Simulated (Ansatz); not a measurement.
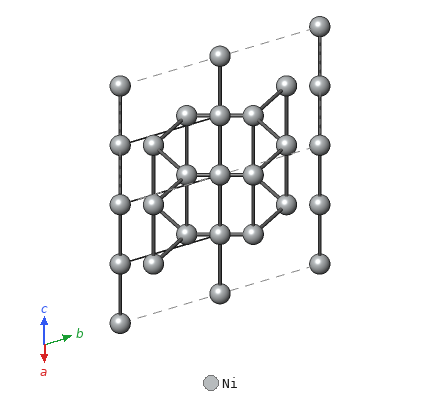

Ni (P6/mmm, No. 191): the end point of a relaxation with DFT, LDA (PW92), plane waves (420 eV) with PAW, scalar-relativistic (Ansatz 0.2.0); the starting structure was generated, so it need not be a known form of this composition.

```xyz
3
Lattice="3.8876 0.0000 0.0000 -1.9438 3.3668 0.0000 0.0000 0.0000 2.3363" Properties=species:S:1:pos:R:3 pbc="T T T"
Ni    0.0000    0.0000    0.0000
Ni    0.0000    2.2445    1.1681
Ni    1.9438    1.1223    1.1681
```

### What will an integrated-DPC-like image along [101] show? Simulated as the projected potential of neutral atoms (B = 0.5 Å²) blurred by a 0.50 Å probe, the thin-sample limit of integrated differential phase contrast. Shot noise and the speckle of an amorphous layer were added.

The columns repeat on a centred rectangular net of 2.00 × 6.73 Å (plane group c2mm). All columns are alike (Ni). The shortest distance between visible columns is 1.12 Å in projection. Along the beam the structure repeats every 4.54 Å.

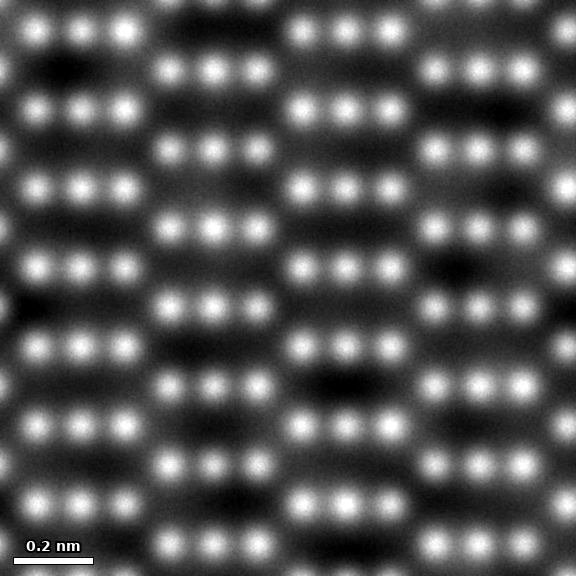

The simulated image.
